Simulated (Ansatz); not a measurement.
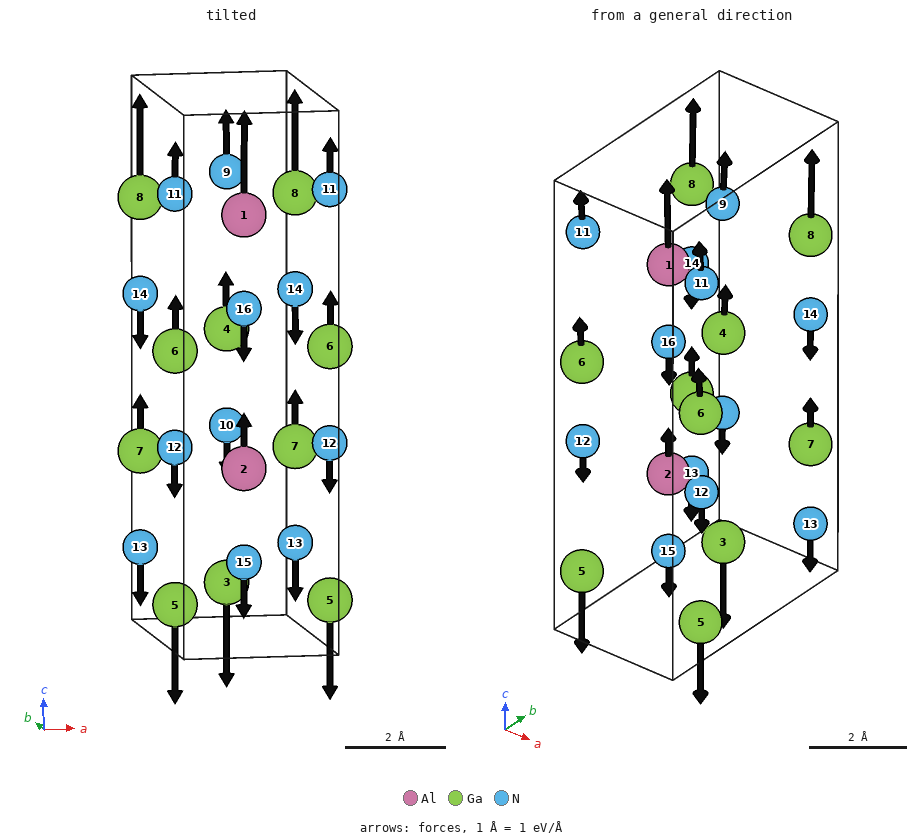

Drawn in the spheres-only manner and seen slightly off an axis and from a general direction. The parallelepiped is the simulation cell. The arrows are the computed forces on the atoms.

System: AlGa$_{3}$N$_{4}$. The calculation used DFT PBEsol, scalar-relativistic, plane waves, PAW in Ansatz 0.2.0, with 420 eV cutoff, 8×5×3 k-points, Gaussian smearing of 0.05 eV, no spin polarisation.

Question: Are the atoms in equilibrium?

Answer: No. The atoms still feel forces of up to about 1.7 eV/Å, far above a usual threshold of 0.01 to 0.03 eV/Å.

It derives from a structure listed in the Materials Project. The cell was then strained or its atoms displaced on purpose. It was the input of a calculation with Ansatz.
